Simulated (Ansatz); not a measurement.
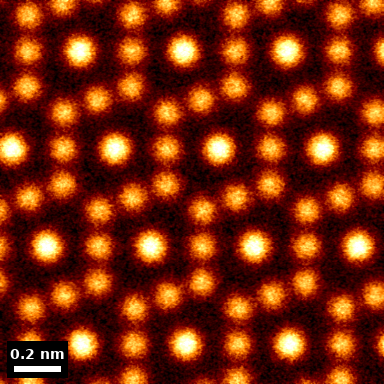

Dark-field STEM-like image of Mo. Simulation: incoherent imaging, intensity Z^1.7 per atom, probe width 0.86 Å, thin sample. The display is stretched by a gamma of 0.65; percentages refer to the linear signal. Shot noise and a slight drift were added.

Measure the repeat of the pattern.

The pattern repeats on a centred rectangular net of 5.2 × 7.3 Å.

What is the plane group of the image?

c2mm: perpendicular mirror lines on a centred net, with further twofold points between them.

How many columns does the smallest repeating cell hold, and how many levels of brightness?

5 columns in the primitive cell of 19.0 Å², with 2 levels of brightness (about 100, 50 % of the brightest, counted from the darkest point).

The crystal is Mo (R-3m, No. 166) seen along [211]. Structure used: the geometry relaxed with DFT PBE, scalar-relativistic, plane waves, PAW (Ansatz); the starting structure was generated, so it need not be a known form of this composition.
